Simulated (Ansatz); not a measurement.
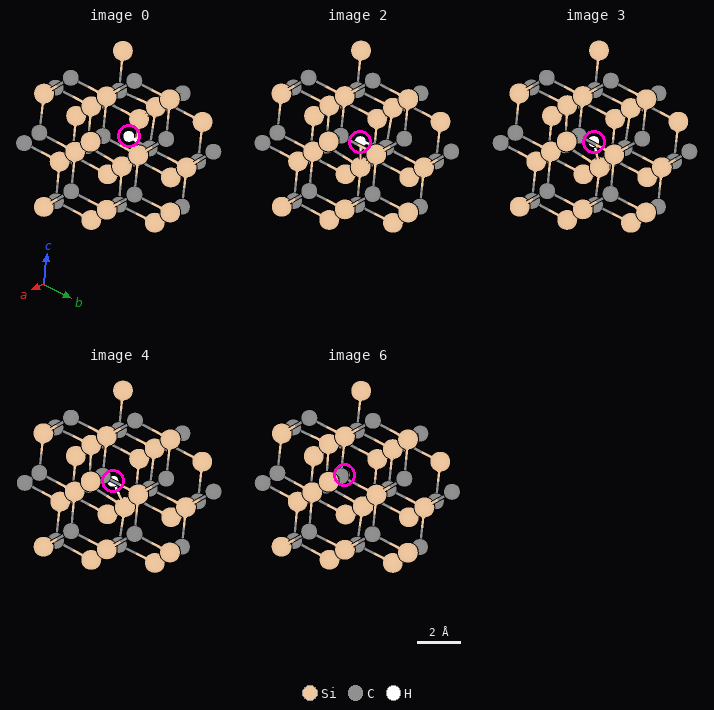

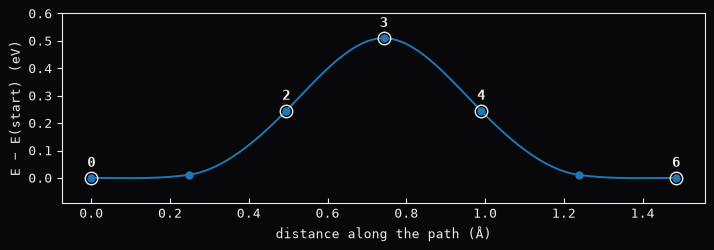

A nudged-elastic-band calculation for a defect cell of composition Si16HC16 (cell charge +1) (33 atoms in the cell). Images are numbered from 0 (start) to 6 (end). Style: ball-and-stick. Shown: the atoms within 4.7 Å of the middle of the path, slightly off an axis. The moving atom is ringed, with any periodic copies. Bonds to atoms that aren't drawn are left out.

Theory: DFT PBE, scalar-relativistic, plane waves, PAW in Ansatz 0.2.0. Set-up: plane-wave cutoff 420 eV; k-point mesh 2 × 2 × 2; Gaussian smearing 0.02 eV; 5 movable images; climbing image.

**What happens along the path, and what is the barrier?**

The two ends have the same energy, and the highest point, image 3, lies 0.51 eV above the start. The H atom travels furthest, 1.09 Å from end to end, along [−1 −2 −1], on a path that bends up to 0.27 Å away from the straight line. At the highest image its nearest neighbour (C) is 1.50 Å away, against 1.12 Å at the start, and the surrounding atoms stand up to 0.07 Å off the mean of their end positions. Breaking: C–H (1.12 → 2.18 Å). Forming: C–H (2.18 → 1.12 Å). The band is converged.

Limits of the set-up: the periodic images lie only 7.6 Å apart, so the values are limited by the cell's size; the cell is charged, on a uniform background, and energies carry no finite-size correction.
